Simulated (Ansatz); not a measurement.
Mo$_{7}$S$_{9}$: geometry relaxation (part 2 of 2)

The same run, continued: Mo$_{7}$S$_{9}$ (P1, 16 atoms in the cell); DFT PBE+D3(BJ), scalar-relativistic, plane waves, PAW, no spin polarisation (Ansatz 0.2.0); cutoff 420 eV, 3×4×4 k-mesh, Gaussian smearing of 0.1 eV. The structure was built on a prototype by a generator; it need not be a known phase. It belongs to a series of runs on one base structure; here: 5 of 14 S atoms taken out at random, relaxed further on a centred mesh.

Geometry of the input (Å; fractional positions):
```
2.1613  4.5679  -6.1486
3.0575  -3.2041  -6.1396
-3.7274  -1.0568  -5.5326
Mo 0.4557  0.8160  0.7078
Mo 0.7764  0.4212  0.9079
Mo 0.1724  0.2545  0.6053
Mo 0.8614  0.6676  0.4389
Mo 0.2488  0.5889  0.1663
Mo 0.5686  0.1505  0.2683
Mo 0.9516  0.0279  0.9638
S  0.9541  0.6851  0.0417
S  0.4766  0.4559  0.8511
S  0.5479  0.8168  0.3334
S  0.8734  0.2903  0.5851
S  0.2461  0.2375  0.2520
S  0.1545  0.5995  0.5439
S  0.5820  0.4604  0.2601
S  0.2556  0.9764  0.9994
S  0.7060  0.9339  0.6146
```

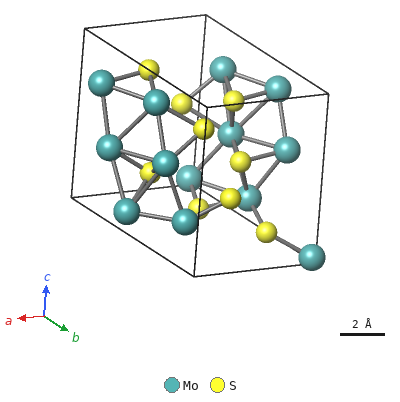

**Figure 1.** The geometry at step 3 of the log (ball-and-stick view of the reduced cell, seen at an oblique angle).

## Output, continued
```
--- Forces (eV/Å), atoms counted from 1 ---
  atom   1  Mo    -0.00090740     0.00237769    -0.02362919
  atom   2  Mo     0.01086556    -0.01508224    -0.00617738
  atom   3  Mo     0.00015223     0.00503746     0.00298958
  atom   4  Mo     0.01375770    -0.00200817     0.00653915
  atom   5  Mo    -0.02048568     0.00839320    -0.01202245
  atom   6  Mo     0.00736069     0.02134637    -0.00167905
  atom   7  Mo    -0.00430587     0.01781013     0.02275558
  atom   8  S      0.00181664     0.00427795     0.00122476
  atom   9  S     -0.00471481     0.00034953     0.00117055
  atom  10  S     -0.00846687    -0.01054839    -0.00424531
  atom  11  S     -0.01325823     0.00872095     0.00869415
  atom  12  S      0.01435347    -0.01296102     0.00094883
  atom  13  S     -0.01821674     0.01354983     0.00598438
  atom  14  S      0.00223896    -0.02486653    -0.00138454
  atom  15  S      0.00889043    -0.00639364    -0.00764941
  atom  16  S      0.01090631    -0.00999510     0.00653469
  max |Σ_I F_I| component: 5.43e-5 eV/Å
--- Stress (GPa, compression-positive) ---
        0.034465      -0.026761      -0.004426
       -0.026761       0.063497       0.024730
       -0.004426       0.024730       0.017359
  P = ⅓ Tr σ = 0.0384 GPa (0.384 kbar)
--- Band table (eV; the first three rows and the last of 26) ---
  k-point 0: bands = ["-49.8942", "-49.8424", "-49.8109", "-49.7062", "-49.6878", "-49.6691", "-49.5994", "-24.4814", "-24.3235", "-24.2632", "-24.2346", "-24.1726", "-24.1120", "-24.0358", "-23.9932", "-23.9918", "-23.9318", "-23.8752", "-23.8493", "-23.8215", "-23.7982", "-23.7740", "-23.7411", "-23.6746", "-23.6191", "-23.5764", "-23.4462", "-23.2435", "-3.5555", "-2.3776", "-2.1843", "-2.1648", "-1.9616", "-1.9098", "-1.6925", "-1.5348", "-1.2951", "4.5101", "4.8174", "5.2179", "5.2885", "5.5092", "5.7322", "5.9681", "6.1202", "6.2675", "6.3695", "6.5825", "6.6968", "6.8827", "6.9272", "7.1563", "7.2705", "7.4453", "7.6032", "7.6713", "7.7803", "7.9744", "8.0664", "8.1857", "8.3219", "8.7484", "8.9427", "8.9620", "9.1062", "9.3176", "9.5081", "9.6005", "9.7451", "9.7730", "10.2794", "10.4865", "10.8014", "10.8666", "10.8855", "11.1095", "11.5252", "11.8054", "11.9573", "12.2279", "12.5349", "12.6313", "12.8085", "13.0007", "13.1459", "13.3578", "13.6158", "13.7264", "13.8684", "14.0515", "14.1187", "14.1659"]
  k-point 1: bands = ["-49.8906", "-49.8449", "-49.8116", "-49.7096", "-49.6858", "-49.6707", "-49.5968", "-24.4876", "-24.3592", "-24.2398", "-24.2157", "-24.1686", "-24.1082", "-24.0384", "-23.9901", "-23.9463", "-23.9278", "-23.8925", "-23.8805", "-23.8399", "-23.8171", "-23.7846", "-23.7262", "-23.6725", "-23.5872", "-23.5575", "-23.4663", "-23.2537", "-3.3873", "-2.4969", "-2.2644", "-2.1589", "-2.0530", "-1.8447", "-1.6852", "-1.5844", "-1.2487", "4.6848", "4.8986", "5.0112", "5.3199", "5.5576", "5.8028", "6.0216", "6.0837", "6.1694", "6.3518", "6.5215", "6.7001", "6.8481", "6.9184", "7.0321", "7.1472", "7.4128", "7.5320", "7.7014", "7.9410", "7.9656", "8.1288", "8.3221", "8.4859", "8.6736", "8.8769", "9.0461", "9.1162", "9.2900", "9.4236", "9.6533", "9.8191", "9.9612", "10.3290", "10.4608", "10.5217", "10.7743", "10.9107", "11.1061", "11.5531", "11.7477", "12.0640", "12.2416", "12.3411", "12.5124", "12.8797", "13.0969", "13.2442", "13.4174", "13.4939", "13.6578", "13.7811", "13.8714", "14.0186", "14.2151"]
  k-point 2: bands = ["-49.8866", "-49.8473", "-49.8129", "-49.7120", "-49.6855", "-49.6714", "-49.5944", "-24.4944", "-24.3629", "-24.2499", "-24.2208", "-24.1673", "-24.0702", "-24.0437", "-23.9764", "-23.9470", "-23.9236", "-23.8987", "-23.8587", "-23.8536", "-23.8203", "-23.8161", "-23.7247", "-23.6658", "-23.5903", "-23.5318", "-23.4817", "-23.2622", "-3.0493", "-2.8314", "-2.2598", "-2.2454", "-2.0574", "-1.8067", "-1.7442", "-1.5529", "-1.2222", "4.7597", "4.9072", "5.2128", "5.4841", "5.5128", "5.6370", "5.8567", "5.9576", "6.2155", "6.3764", "6.5282", "6.6580", "6.7837", "6.8232", "7.0434", "7.2112", "7.3291", "7.5546", "7.6868", "7.8816", "7.9865", "8.2526", "8.3600", "8.5387", "8.7568", "8.8778", "9.0103", "9.2723", "9.4003", "9.4521", "9.5672", "9.8873", "9.9632", "10.1846", "10.3090", "10.5381", "10.7475", "10.9718", "11.1804", "11.5979", "11.6172", "12.1748", "12.2403", "12.2922", "12.5902", "12.7789", "13.0531", "13.0890", "13.2096", "13.5204", "13.6705", "13.8285", "13.8963", "14.1120", "14.2032"]
  k-point 25: bands = ["-49.8885", "-49.8486", "-49.8118", "-49.7073", "-49.6883", "-49.6660", "-49.5995", "-24.4874", "-24.4133", "-24.2400", "-24.2202", "-24.1439", "-24.0716", "-24.0411", "-23.9811", "-23.9546", "-23.9210", "-23.8949", "-23.8705", "-23.8210", "-23.8025", "-23.7674", "-23.7398", "-23.6615", "-23.6019", "-23.5935", "-23.4817", "-23.2507", "-3.1510", "-2.8272", "-2.3360", "-2.2243", "-1.9696", "-1.8049", "-1.7253", "-1.5068", "-1.2130", "4.5605", "5.0820", "5.2066", "5.4195", "5.4987", "5.7653", "5.8997", "6.1163", "6.2243", "6.4421", "6.6020", "6.7483", "6.8653", "7.0351", "7.0817", "7.2307", "7.2957", "7.4638", "7.5661", "7.7842", "7.9418", "8.0700", "8.2224", "8.4306", "8.5680", "8.7457", "8.9492", "9.1634", "9.3559", "9.4765", "9.6265", "9.8285", "9.9437", "10.2910", "10.4814", "10.6271", "10.6810", "10.8976", "11.3237", "11.5669", "11.7051", "12.0747", "12.4620", "12.5868", "12.6680", "12.7781", "13.0009", "13.1531", "13.2795", "13.4054", "13.5255", "13.6557", "13.8784", "13.9763", "14.1484"]
--- Relaxed structure (3 steps of the walk, 3 accepted, 1 SCFs on fresh bases) ---
  F+E_penalty+E_count = -42823.60662449 eV   max|allowed force component| = 2.487e-2 eV/Å   (the final SCF, on the basis selected at the relaxed cell)
  cell:  # Å, volume = 299.9239 Å³
    - [2.1869264725175337, 4.569959002956973, -6.177226947523516]
    - [3.0636415771433403, -3.1952480001045416, -6.171027204982689]
    - [-3.7092128741658175, -1.0652123190729577, -5.54228820003889]
  atoms:
    - { symbol: Mo, position: [0.4566595987677923, 0.8151350889247942, 0.7104368024504791] }
    - { symbol: Mo, position: [0.7769023041613459, 0.42208469543446236, 0.9052309475308786] }
    - { symbol: Mo, position: [0.17380208198264088, 0.2537103888827386, 0.60538907758265] }
    - { symbol: Mo, position: [0.8597031020305301, 0.6707105602408442, 0.4373138326756657] }
    - { symbol: Mo, position: [0.2477507850756141, 0.5892789844908503, 0.16527328169248962] }
    - { symbol: Mo, position: [0.5724080895395889, 0.14734390450048512, 0.26570919844797675] }
    - { symbol: Mo, position: [0.9515260266402761, 0.02774628047151373, 0.966146914682473] }
    - { symbol: S, position: [0.9520855176764789, 0.6885014387339086, 0.04012279403080388] }
    - { symbol: S, position: [0.4773742727784164, 0.45472351515284504, 0.8524666506282894] }
    - { symbol: S, position: [0.5459086244951739, 0.8152397180844588, 0.33727049269964443] }
    - { symbol: S, position: [0.8747297265751042, 0.2899613020859535, 0.5854386834352636] }
    - { symbol: S, position: [0.24779103253187765, 0.23810764187571948, 0.2509418019524499] }
    - { symbol: S, position: [0.1537168163827256, 0.5986973355069054, 0.5437664759708967] }
    - { symbol: S, position: [0.5817953811840413, 0.4606253522856426, 0.2562598292374209] }
    - { symbol: S, position: [0.2538507117731915, 0.9761627631065242, 1.0019118758694212] }
    - { symbol: S, position: [0.7051164707052019, 0.9344414401223538, 0.6158019055131971] }
```

## Trajectory as extended XYZ (Å, eV, eV/Å), 4 frames, from step=1 to step=4
```
16
Lattice="2.1613 4.5679 -6.1486 3.0575 -3.2041 -6.1396 -3.7274 -1.0568 -5.5326" Properties=species:S:1:pos:R:3:forces:R:3 step=1 energy=-42823.59021 pressure_GPa=0.01
Mo    0.8417   -1.2809  -11.7279    0.0241   0.0688  -0.0198
Mo   -0.4182    1.2375  -12.3831    0.0508  -0.0396   0.0607
Mo   -1.1055   -0.6675   -5.9711    0.0190   0.1251  -0.1212
Mo    2.2667    1.3318  -11.8233    0.0977  -0.1733  -0.0062
Mo    1.7185   -0.9264   -6.0653    0.0537   0.0001   0.0441
Mo    0.6890    1.8317   -5.9046    0.0064   0.2330   0.0767
Mo   -1.4504    3.2389  -11.3552   -0.0772  -0.0024  -0.0640
S     4.0013    2.1190  -10.3030    0.0164  -0.0583   0.0103
S    -0.7483   -0.1831  -10.4384   -0.0971   0.0158  -0.0309
S     2.4388   -0.4666  -10.2278   -0.1049  -0.0336  -0.0306
S     0.5943    2.4412  -10.3899   -0.1046  -0.0227   0.0190
S     0.3191    0.0970   -4.3659    0.0347  -0.0074   0.0087
S     0.1396   -1.7900   -7.6399   -0.0262   0.0025   0.0153
S     1.6960    0.9086   -7.8438    0.1111   0.0160   0.0186
S    -0.1875   -3.0174  -13.0955   -0.0160  -0.0805   0.0257
S     2.0906   -0.4171  -13.4751    0.0121  -0.0436  -0.0065
16
Lattice="2.1945 4.5763 -6.1790 3.0619 -3.1919 -6.1714 -3.7120 -1.0694 -5.5423" Properties=species:S:1:pos:R:3:forces:R:3 step=2 energy=-42823.60308 pressure_GPa=0.06
Mo    0.8605   -1.2710  -11.7881    0.0396  -0.0352  -0.0081
Mo   -0.3615    1.2353  -12.4199   -0.0247   0.0369  -0.0529
Mo   -1.0866   -0.6556   -5.9962   -0.0022  -0.0880   0.0128
Mo    2.3140    1.3218  -11.8771    0.0681   0.0345   0.0348
Mo    1.7380   -0.9259   -6.0822   -0.0762   0.0368  -0.0050
Mo    0.7166    1.8651   -5.9156    0.0520   0.0476  -0.0448
Mo   -1.4112    3.2324  -11.4123   -0.0162   0.0455   0.0557
S     4.0449    2.1138  -10.3579    0.0363  -0.0186  -0.0143
S    -0.7236   -0.1809  -10.4814   -0.0415   0.0289   0.0631
S     2.4409   -0.4635  -10.2701   -0.0288   0.0029  -0.0202
S     0.6388    2.4520  -10.4468   -0.0371   0.0376   0.0634
S     0.3414    0.1112   -4.3924    0.0059  -0.0908   0.0299
S     0.1556   -1.7929   -7.6542   -0.0073   0.0455  -0.0380
S     1.7344    0.9208   -7.8506   -0.0009  -0.0517  -0.0622
S    -0.1714   -3.0202  -13.1479    0.0059  -0.0315   0.0071
S     2.1170   -0.4168  -13.5358    0.0268  -0.0005  -0.0216
16
Lattice="2.1869 4.5700 -6.1772 3.0636 -3.1952 -6.1710 -3.7092 -1.0652 -5.5423" Properties=species:S:1:pos:R:3:forces:R:3 step=3 energy=-42823.60655 pressure_GPa=0.04
Mo    0.8608   -1.2744  -11.7886   -0.0009   0.0024  -0.0236
Mo   -0.3655    1.2375  -12.4208    0.0109  -0.0151  -0.0062
Mo   -1.0881   -0.6613   -5.9945    0.0001   0.0051   0.0030
Mo    2.3128    1.3199  -11.8733    0.0137  -0.0021   0.0065
Mo    1.7341   -0.9267   -6.0829   -0.0204   0.0084  -0.0120
Mo    0.7177    1.8620   -5.9178    0.0073   0.0214  -0.0016
Mo   -1.4177    3.2306  -11.4037   -0.0043   0.0178   0.0227
S     4.0426    2.1083  -10.3524    0.0018   0.0043   0.0012
S    -0.7249   -0.1794  -10.4796   -0.0047   0.0003   0.0012
S     2.4405   -0.4694  -10.2723   -0.0084  -0.0105  -0.0042
S     0.6298    2.4474  -10.4374   -0.0132   0.0087   0.0087
S     0.3406    0.1043   -4.3908    0.0143  -0.0129   0.0010
S     0.1534   -1.7897   -7.6578   -0.0182   0.0135   0.0060
S     1.7330    0.9140   -7.8567    0.0022  -0.0248  -0.0014
S    -0.1705   -3.0262  -13.1449    0.0089  -0.0064  -0.0077
S     2.1207   -0.4194  -13.5351    0.0109  -0.0100   0.0065
16
Lattice="2.1869 4.5700 -6.1772 3.0636 -3.1952 -6.1710 -3.7092 -1.0652 -5.5423" Properties=species:S:1:pos:R:3:forces:R:3 step=4 energy=-42823.60662 pressure_GPa=0.04
Mo    0.8608   -1.2744  -11.7886   -0.0009   0.0024  -0.0236
Mo   -0.3655    1.2375  -12.4208    0.0109  -0.0151  -0.0062
Mo   -1.0881   -0.6613   -5.9945    0.0002   0.0050   0.0030
Mo    2.3128    1.3199  -11.8733    0.0138  -0.0020   0.0065
Mo    1.7341   -0.9267   -6.0829   -0.0205   0.0084  -0.0120
Mo    0.7177    1.8620   -5.9178    0.0074   0.0213  -0.0017
Mo   -1.4177    3.2306  -11.4037   -0.0043   0.0178   0.0228
S     4.0426    2.1083  -10.3524    0.0018   0.0043   0.0012
S    -0.7249   -0.1794  -10.4796   -0.0047   0.0003   0.0012
S     2.4405   -0.4694  -10.2723   -0.0085  -0.0105  -0.0042
S     0.6298    2.4474  -10.4374   -0.0133   0.0087   0.0087
S     0.3406    0.1043   -4.3908    0.0144  -0.0130   0.0009
S     0.1534   -1.7897   -7.6578   -0.0182   0.0135   0.0060
S     1.7330    0.9140   -7.8567    0.0022  -0.0249  -0.0014
S    -0.1705   -3.0262  -13.1449    0.0089  -0.0064  -0.0076
S     2.1207   -0.4194  -13.5351    0.0109  -0.0100   0.0065
```
